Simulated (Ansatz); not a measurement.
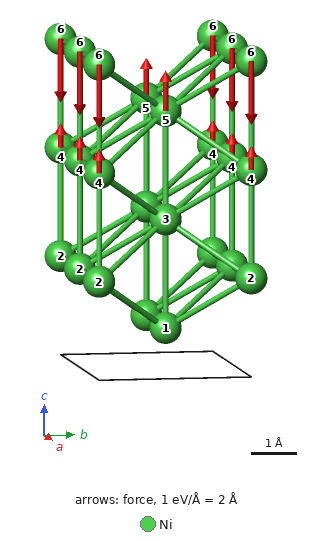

Starting geometry of a slab of composition Ni (cut from the Fm-3m phase) with the computed forces as red arrows. A ball-and-stick model of the 2 × 1 repeat of the cell, outlined in the plane, without the vacuum, seen slightly off an axis.

Case: clean slab, lower half held. The slab is the (1 1 0) face of Ni. 3 atoms are held fixed.

These are results of Ansatz, DFT PBEsol, scalar-relativistic, plane waves, PAW, not measurements.

Input file:
```yaml
crystal:
  lattice:
    - [2.4488173384, 0.0, 0.0]
    - [0.0, 3.4631506917, 0.0]
    - [0.0, 0.0, 23.1220433459]
  atoms:
    - { symbol: Ni, position: [0.5, 0.5, 0.367614569], spin: 0.73 }
    - { symbol: Ni, position: [0.0, 0.0, 0.4205687414], spin: 0.73 }
    - { symbol: Ni, position: [0.5, 0.5, 0.4735229138], spin: 0.73 }
    - { symbol: Ni, position: [0.0, 0.0, 0.5264770862], spin: 0.73 }
    - { symbol: Ni, position: [0.5, 0.5, 0.5794312586], spin: 0.73 }
    - { symbol: Ni, position: [0.0, 0.0, 0.632385431], spin: 0.73 }
basis:
  ecutwfc: 420
kpoints:
  mp_grid: { grid: [12, 8, 1] }
hamiltonian:
  xc: pbesol
scf:
  occupations: { method: gaussian, width: 0.1 }
output:
  forces: true
  eigenvalues: true
  populations: true
  write_density: true
  write_potential: true
  elf: true
  volumetric_format: npy
magnetization:
  spin_polarized: true
relax:
  adjacent_minimum: "off"
  f_tol: 0.03
  max_steps: 70
  constraints: [{ sites: [0, 1, 2] }]
efield:
  axis: 3
  dipole_correction: true
  ramp_width: 0.04
```

Run as
```bash
ansatz run input.yaml --threads 2 --pin off --max-ram 5120MiB --backend cpu --events-out ev --progress --plain --runs-dir out
```

### What follows when this structure is relaxed?

It isn't relaxed: the largest force vector, on Ni6, is 0.72 eV/Å. The atoms end up moving mostly along the starting forces (cosine between the two patterns 0.89). Ni6 moves most: 0.10 Å along the normal (−c). The cell doesn't change. Near-neighbour distances that change, for instance: Ni4–Ni6 2.449 → 2.349 Å, Ni5–Ni6 2.449 → 2.390 Å, Ni3–Ni5 2.449 → 2.470 Å, Ni4–Ni5 2.449 → 2.460 Å. The energy falls by 42.9 meV per cell of the calculation in 3 accepted moves (4 points after the start). The largest force component goes from 0.72 to 0.0043 eV/Å. The line search rejected the trial step at point 3 of the run.
